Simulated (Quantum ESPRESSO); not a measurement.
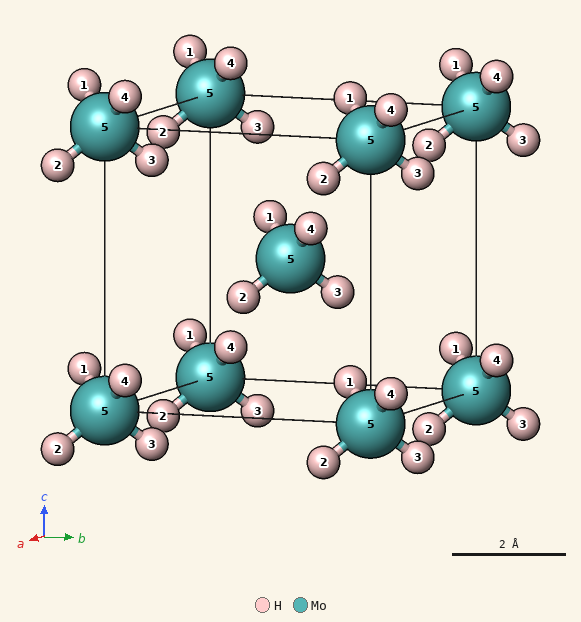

The structure (ball-and-stick view of the cell 2 times as large as that of the calculation, set on its symmetry axes, seen slightly off an axis; atoms are numbered from 1 in the order of the input). An atom can appear more than once, as a periodic image.

**Band-structure run, with input and output: MoH4 (part 1 of 2)**

The run: band-structure run of MoH4 (I-43m, 5 atoms in the cell). Method and program: Kohn-Sham DFT of a periodic cell, optB88-vdW, SPMS 1.0 PBE, no spin polarisation (Quantum ESPRESSO 7.5).

The structure was made by swapping elements on the sites of another compound; it need not be a known phase.

### Input
```
&CONTROL
  calculation = 'scf'
  prefix = 'pwscf'
  outdir = './tmp'
  pseudo_dir = './pseudo'
  tprnfor = .true.
  tstress = .true.
  disk_io = 'low'
/
&SYSTEM
  ibrav = 0
  nat = 5
  ntyp = 2
  ecutwfc = 70
  nbnd = 15
  input_dft = 'vdw-df-obk8'
  occupations = 'smearing'
  smearing = 'gaussian'
  degauss = 0.00367493
/
&ELECTRONS
  conv_thr = 1d-09
  electron_maxstep = 120
  mixing_beta = 0.5
/
ATOMIC_SPECIES
H      1.0080 01_H_1_1.0_1.0_pbe_v1.0.upf
Mo    95.9500 42_Mo_14_2.0_2.6_pbe_n_v1.0.upf
CELL_PARAMETERS angstrom
  -2.5371941600    2.5371941600    2.5371941600
   2.5371941600   -2.5371941600    2.5371941600
   2.5371941600    2.5371941600   -2.5371941600
ATOMIC_POSITIONS crystal
H      0.0000000000    0.0000000000    0.7463128600
H      0.7463128600    0.0000000000    0.0000000000
H      0.0000000000    0.7463128600    0.0000000000
H      0.2536871400    0.2536871400    0.2536871400
Mo     0.0000000000    0.0000000000    0.0000000000
K_POINTS automatic
8 8 8 0 0 0
```

### File bands.in
```
&CONTROL
  calculation = 'bands'
  prefix = 'pwscf'
  outdir = './tmp'
  pseudo_dir = './pseudo'
  disk_io = 'low'
  verbosity = 'high'
/
&SYSTEM
  ibrav = 0
  nat = 5
  ntyp = 2
  ecutwfc = 70
  nbnd = 15
  input_dft = 'vdw-df-obk8'
  occupations = 'smearing'
  smearing = 'gaussian'
  degauss = 0.00367493
/
&ELECTRONS
  conv_thr = 1d-08
  electron_maxstep = 120
  mixing_beta = 0.5
  diago_full_acc = .true.
/
ATOMIC_SPECIES
H      1.0080 01_H_1_1.0_1.0_pbe_v1.0.upf
Mo    95.9500 42_Mo_14_2.0_2.6_pbe_n_v1.0.upf
CELL_PARAMETERS angstrom
  -2.5371941600    2.5371941600    2.5371941600
   2.5371941600   -2.5371941600    2.5371941600
   2.5371941600    2.5371941600   -2.5371941600
ATOMIC_POSITIONS crystal
H      0.0000000000    0.0000000000    0.7463128600
H      0.7463128600    0.0000000000    0.0000000000
H      0.0000000000    0.7463128600    0.0000000000
H      0.2536871400    0.2536871400    0.2536871400
Mo     0.0000000000    0.0000000000    0.0000000000
K_POINTS crystal
60
 0.0000000000  0.0000000000  0.0000000000 1
 0.0416666667 -0.0416666667  0.0416666667 1
 0.0833333333 -0.0833333333  0.0833333333 1
 0.1250000000 -0.1250000000  0.1250000000 1
 0.1666666667 -0.1666666667  0.1666666667 1
 0.2083333333 -0.2083333333  0.2083333333 1
 0.2500000000 -0.2500000000  0.2500000000 1
 0.2916666667 -0.2916666667  0.2916666667 1
 0.3333333333 -0.3333333333  0.3333333333 1
 0.3750000000 -0.3750000000  0.3750000000 1
 0.4166666667 -0.4166666667  0.4166666667 1
 0.4583333333 -0.4583333333  0.4583333333 1
 0.5000000000 -0.5000000000  0.5000000000 1
 0.4375000000 -0.4375000000  0.5000000000 1
 0.3750000000 -0.3750000000  0.5000000000 1
 0.3125000000 -0.3125000000  0.5000000000 1
 0.2500000000 -0.2500000000  0.5000000000 1
 0.1875000000 -0.1875000000  0.5000000000 1
 0.1250000000 -0.1250000000  0.5000000000 1
 0.0625000000 -0.0625000000  0.5000000000 1
 0.0000000000  0.0000000000  0.5000000000 1
 0.0000000000  0.0000000000  0.4444444444 1
 0.0000000000  0.0000000000  0.3888888889 1
 0.0000000000  0.0000000000  0.3333333333 1
 0.0000000000  0.0000000000  0.2777777778 1
 0.0000000000  0.0000000000  0.2222222222 1
 0.0000000000  0.0000000000  0.1666666667 1
 0.0000000000  0.0000000000  0.1111111111 1
 0.0000000000  0.0000000000  0.0555555556 1
 0.0000000000  0.0000000000  0.0000000000 1
 0.0227272727  0.0227272727  0.0227272727 1
 0.0454545455  0.0454545455  0.0454545455 1
 0.0681818182  0.0681818182  0.0681818182 1
 0.0909090909  0.0909090909  0.0909090909 1
 0.1136363636  0.1136363636  0.1136363636 1
 0.1363636364  0.1363636364  0.1363636364 1
 0.1590909091  0.1590909091  0.1590909091 1
 0.1818181818  0.1818181818  0.1818181818 1
 0.2045454545  0.2045454545  0.2045454545 1
 0.2272727273  0.2272727273  0.2272727273 1
 0.2500000000  0.2500000000  0.2500000000 1
 0.2708333333  0.1875000000  0.2708333333 1
 0.2916666667  0.1250000000  0.2916666667 1
 0.3125000000  0.0625000000  0.3125000000 1
 0.3333333333  0.0000000000  0.3333333333 1
 0.3541666667 -0.0625000000  0.3541666667 1
 0.3750000000 -0.1250000000  0.3750000000 1
 0.3958333333 -0.1875000000  0.3958333333 1
 0.4166666667 -0.2500000000  0.4166666667 1
 0.4375000000 -0.3125000000  0.4375000000 1
 0.4583333333 -0.3750000000  0.4583333333 1
 0.4791666667 -0.4375000000  0.4791666667 1
 0.5000000000 -0.5000000000  0.5000000000 1
 0.2500000000  0.2500000000  0.2500000000 1
 0.2083333333  0.2083333333  0.2916666667 1
 0.1666666667  0.1666666667  0.3333333333 1
 0.1250000000  0.1250000000  0.3750000000 1
 0.0833333333  0.0833333333  0.4166666667 1
 0.0416666667  0.0416666667  0.4583333333 1
 0.0000000000  0.0000000000  0.5000000000 1
```

Run on 1 thread of AMD EPYC (Zen 5), 16 GiB of memory available, shared host.

Launch command:
```bash
OMP_NUM_THREADS=1 pw.x -in pw.in > pw.out
OMP_NUM_THREADS=1 pw.x -in bands.in > bands.out
```

### The program's output
```
This program is part of the open-source Quantum ESPRESSO suite
     for quantum simulation of materials; please cite
         "P. Giannozzi et al., J. Phys.:Condens. Matter 21 395502 (2009);
         "P. Giannozzi et al., J. Phys.:Condens. Matter 29 465901 (2017);
         "P. Giannozzi et al., J. Chem. Phys. 152 154105 (2020);
          URL
     in publications or presentations arising from this work. More details at

     IMPORTANT: XC functional enforced from input :
     Exchange-correlation= VDW-DF-OBK8
                           (   1   4  23   0   1   0   0)
     Any further DFT definition will be discarded
     Please, verify this is what you really want

     Message from routine setup:
     using ibrav=0 with symmetry is DISCOURAGED, use correct ibrav instead

     G-vector sticks info
     --------------------
     sticks:   dense  smooth     PW     G-vecs:    dense   smooth      PW
     Sum        1457    1457    471                34905    34905    6459

     Using Slab Decomposition

     bravais-lattice index     =            0
     lattice parameter (alat)  =       8.3045  a.u.
     unit-cell volume          =     440.8773 (a.u.)^3
     number of atoms/cell      =            5
     number of atomic types    =            2
     number of electrons       =        18.00
     number of Kohn-Sham states=           15
     kinetic-energy cutoff     =      70.0000  Ry
     charge density cutoff     =     280.0000  Ry
     scf convergence threshold =      1.0E-09
     mixing beta               =       0.5000
     number of iterations used =            8  plain     mixing
     Exchange-correlation= VDW-DF-OBK8
                           (   1   4  23   0   1   0   0)

     celldm(1)=   8.304494  celldm(2)=   0.000000  celldm(3)=   0.000000
     celldm(4)=   0.000000  celldm(5)=   0.000000  celldm(6)=   0.000000

     crystal axes: (cart. coord. in units of alat)
               a(1) = (  -0.577350   0.577350   0.577350 )
               a(2) = (   0.577350  -0.577350   0.577350 )
               a(3) = (   0.577350   0.577350  -0.577350 )

     reciprocal axes: (cart. coord. in units 2 pi/alat)
               b(1) = ( -0.000000  0.866025  0.866025 )
               b(2) = (  0.866025 -0.000000  0.866025 )
               b(3) = (  0.866025  0.866025  0.000000 )

     PseudoPot. # 1 for H  read from file:
     01_H_1_1.0_1.0_pbe_v1.0.upf
     Pseudo is Norm-conserving, Zval =  1.0
     Generated using ONCVPSP code by D. R. Hamann
     Using radial grid of 1160 points,  3 beta functions with:
                l(1) =   0
                l(2) =   0
                l(3) =   1

     PseudoPot. # 2 for Mo read from file:
     42_Mo_14_2.0_2.6_pbe_n_v1.0.upf
     Pseudo is Norm-conserving + core correction, Zval = 14.0
     Generated using ONCVPSP code by D. R. Hamann
     Using radial grid of 1640 points,  6 beta functions with:
                l(1) =   0
                l(2) =   0
                l(3) =   1
                l(4) =   1
                l(5) =   2
                l(6) =   2

     atomic species   valence    mass     pseudopotential
     H                 1.00     1.00800     H ( 1.00)
     Mo               14.00    95.95000     Mo( 1.00)

     24 Sym. Ops. (no inversion) found

   Cartesian axes

     site n.     atom                  positions (alat units)
         1        H      tau(   1) = (   0.4308839   0.4308839  -0.4308839  )
         2        H      tau(   2) = (  -0.4308839   0.4308839   0.4308839  )
         3        H      tau(   3) = (   0.4308839  -0.4308839   0.4308839  )
         4        H      tau(   4) = (   0.1464663   0.1464663   0.1464663  )
         5        Mo     tau(   5) = (   0.0000000   0.0000000   0.0000000  )

     number of k points=    29  Gaussian smearing, width (Ry)=  0.0037
                       cart. coord. in units 2pi/alat
        k(    1) = (   0.0000000   0.0000000   0.0000000), wk =   0.0039062
        k(    2) = (   0.1082532   0.1082532   0.0000000), wk =   0.0468750
        k(    3) = (   0.2165064   0.2165064   0.0000000), wk =   0.0468750
        k(    4) = (   0.3247595   0.3247595   0.0000000), wk =   0.0468750
        k(    5) = (  -0.4330127  -0.4330127   0.0000000), wk =   0.0234375
        k(    6) = (   0.2165064   0.1082532   0.1082532), wk =   0.0937500
        k(    7) = (   0.3247595   0.2165064   0.1082532), wk =   0.1875000
        k(    8) = (   0.4330127   0.3247595   0.1082532), wk =   0.1875000
        k(    9) = (   0.4330127   0.2165064   0.2165064), wk =   0.0937500
        k(   10) = (   0.5412659   0.3247595   0.2165064), wk =   0.0937500
        k(   11) = (   0.2165064   0.2165064   0.2165064), wk =   0.0312500
        k(   12) = (   0.3247595   0.3247595   0.2165064), wk =   0.0937500
        k(   13) = (   0.4330127   0.4330127   0.2165064), wk =   0.0468750
        k(   14) = (   0.0000000   0.0000000   0.2165064), wk =   0.0234375
        k(   15) = (   0.4330127   0.3247595   0.3247595), wk =   0.0937500
        k(   16) = (   0.0000000  -0.1082532   0.3247595), wk =   0.0937500
        k(   17) = (  -0.0000000  -0.2165064   0.4330127), wk =   0.0937500
        k(   18) = (   0.1082532  -0.1082532   0.4330127), wk =   0.0937500
        k(   19) = (  -0.8660254  -0.3247595  -0.3247595), wk =   0.0468750
        k(   20) = (  -0.7577722  -0.2165064  -0.3247595), wk =   0.1875000
        k(   21) = (  -0.6495191  -0.2165064  -0.2165064), wk =   0.0312500
        k(   22) = (   0.4330127   0.4330127   0.4330127), wk =   0.0078125
        k(   23) = (   0.0000000   0.0000000   0.4330127), wk =   0.0234375
        k(   24) = (  -0.0000000  -0.1082532   0.5412659), wk =   0.0937500
        k(   25) = (  -0.8660254  -0.2165064  -0.2165064), wk =   0.0468750
        k(   26) = (  -0.7577722  -0.1082532  -0.2165064), wk =   0.0937500
        k(   27) = (  -0.0000000  -0.0000000   0.6495191), wk =   0.0234375
        k(   28) = (  -0.8660254  -0.1082532  -0.1082532), wk =   0.0468750
        k(   29) = (  -0.8660254  -0.8660254  -0.8660254), wk =   0.0039062

     Dense  grid:    34905 G-vectors     FFT dimensions: (  45,  45,  45)

     Initial potential from superposition of free atoms

     starting charge      17.9985, renormalised to      18.0000

     %%%%%%%%%%%%%%%%%%%%%%%%%%%%%%%%%%%%%%%%%%%%%%%%%%%%%%%%%%%%%%%%%%%%%%%%
     %                                                                      %
     % You are using vdW-DF, which was implemented by the Thonhauser group. %
     % Please cite the following two papers that made this development      %
     % possible and the two reviews that describe the various versions:     %
     %                                                                      %
     %   T. Thonhauser et al., PRL 115, 136402 (2015).                      %
     %   T. Thonhauser et al., PRB 76, 125112 (2007).                       %
     %   K. Berland et al., Rep. Prog. Phys. 78, 066501 (2015).             %
     %   D.C. Langreth et al., J. Phys.: Condens. Matter 21, 084203 (2009). %
     %                                                                      %
     % If you are calculating stress with vdW-DF, please also cite:         %
     %                                                                      %
     %   R. Sabatini et al., J. Phys.: Condens. Matter 24, 424209 (2012).   %
     %                                                                      %
     %%%%%%%%%%%%%%%%%%%%%%%%%%%%%%%%%%%%%%%%%%%%%%%%%%%%%%%%%%%%%%%%%%%%%%%%

     %%%%%%%%%%%%%%%%%%%%%%%%%%%%%%%%%%%%%%%%%%%%%%%%%%%%%%%%%%%%%%%%%%%%%%%%
     %                                                                      %
     %  vdW-DF NEWS:                                                        %
     %                                                                      %
     %  * vdW-DF3 is now available. DOI: 10.1021/acs.jctc.0c00471           %
     %    use with input_dft = 'vdW-DF3-opt1' or 'vdW-DF3-opt2'             %
     %                                                                      %
     %  * Unscreened and range-separated hybrid vdW-DF-cx functionals       %
     %    DOI: 10.1063/1.4986522 and 10.1088/1361-648X/ac2ad2               %
     %    use with input_dft = 'vdW-DF-cx0'    and 'vdW-DF-ahcx'            %
     %  * Unscreened and range-separated hybrid vdW-DF2-b86r functionals    %
     %    DOI: 10.1063/1.4986522 and DOI: 10.1103/PhysRevX.12.041003        %
     %    use with input_dft = 'vdW-DF2-br0' and 'vdW-DF2-ahbr'             %
     %                                                                      %
     %%%%%%%%%%%%%%%%%%%%%%%%%%%%%%%%%%%%%%%%%%%%%%%%%%%%%%%%%%%%%%%%%%%%%%%%

     Starting wfcs are   14 randomized atomic wfcs +    1 random wfcs
```
